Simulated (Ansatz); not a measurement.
## Electronic structure of SnO2 in real space

Input

```
crystal:
  lattice:
    - [4.7687243422, 0.0, 0.0]
    - [0.0, 4.7687243422, 0.0]
    - [0.0, 0.0, 3.2113691866]
  atoms:
    - { symbol: Sn, position: [0.0, 0.0, -0.0501966578] }
    - { symbol: Sn, position: [0.5, 0.5, 0.5501966578] }
    - { symbol: O, position: [0.3062980674, 0.3062980674, 0.0288019885] }
    - { symbol: O, position: [0.1937019326, 0.8062980674, 0.4711980115] }
    - { symbol: O, position: [0.6937019326, 0.6937019326, 0.0288019885] }
    - { symbol: O, position: [0.8062980674, 0.1937019326, 0.4711980115] }
basis:
  ecutwfc: 520.0
kpoints:
  mp_grid: { grid: [6, 6, 8] }
hamiltonian:
  xc: pbesol
  pseudopotentials: { kind: paw, azcp: { folder: soft_1 } }
scf:
  occupations: { method: gaussian, width: 0.05 }
output:
  forces: true
  stress: true
  eigenvalues: true
  write_density: true
  write_potential: true
  elf: true
  volumetric_format: npy
```

Run with:

```sh
ansatz run input.yaml --threads 2 --pin off --max-ram 4096MiB --backend cpu --events-out ev --progress --plain --runs-dir out
```

Below, planes, directions and counts refer to the conventional cell (a = 4.77 Å, b = 4.77 Å, c = 3.21 Å, α = 90.00°, β = 90.00°, γ = 90.00°).

Space group P-42₁m; not relaxed (largest force 1.5 eV/Å); PAW files of the earlier set (soft_1).

Computed with DFT PBEsol, scalar-relativistic, plane waves, PAW in Ansatz 0.2.0.

The density is the valence pseudo-density of a PAW calculation; it isn't the true density close to the nuclei.

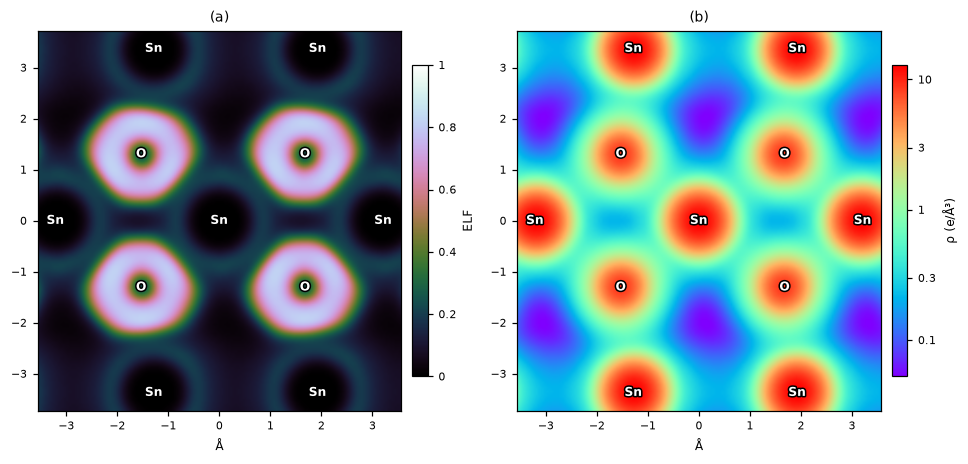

Figure 1. (a) electron localisation function; (b) valence charge density (pseudo) on the (110) plane of the conventional cell.

Read the bonding off the picture.

- Atoms in the plane: Sn and O.
- Sn–O (2.02 Å): ρ is about 0.71 e/Å³ halfway; the ELF peaks at about 0.80 in the valence shell of O, 0.6 Å from its nucleus, and is about 0.30 at the midpoint (no localised pair shows between them).
- Sn–O (2.08 Å): ρ is about 0.61 e/Å³ halfway; the ELF peaks at about 0.80 in the valence shell of O, 0.6 Å from its nucleus, and is about 0.25 at the midpoint: no shared electron pair shows on this line.
- Sn–O (2.12 Å): ρ is about 0.56 e/Å³ halfway; the ELF peaks at about 0.80 in the valence shell of O, 0.6 Å from its nucleus, and is about 0.25 at the midpoint: no shared electron pair shows on this line.
- Between the atoms the lowest density in this plane is 0.05 e/Å³.

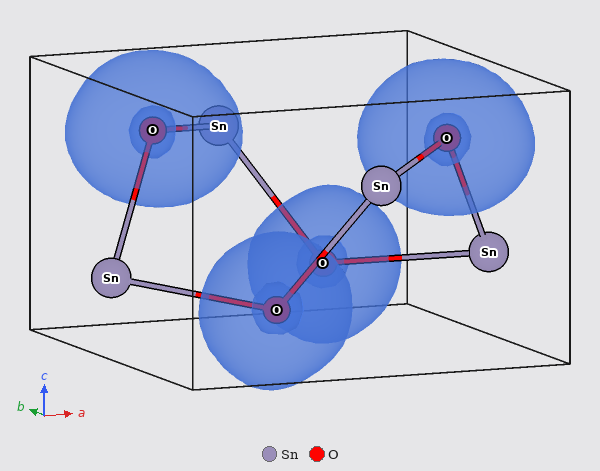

Figure 2. Isosurface of the ELF at 0.6 (blue), seen slightly off an axis. Core shells and regions of very low density are left out. Sticks mark near contacts.

Describe the localisation domains.

At this value the surface marks out four regions wrapped around O (the valence shell of each), counted in one cell of 6 atoms. Any copies at cell faces, edges or corners count once.

Does the calculation give a band gap?

It is gapped, with a Kohn–Sham gap of 0.79 eV on the k-point mesh, an upper bound to the gap of this method.
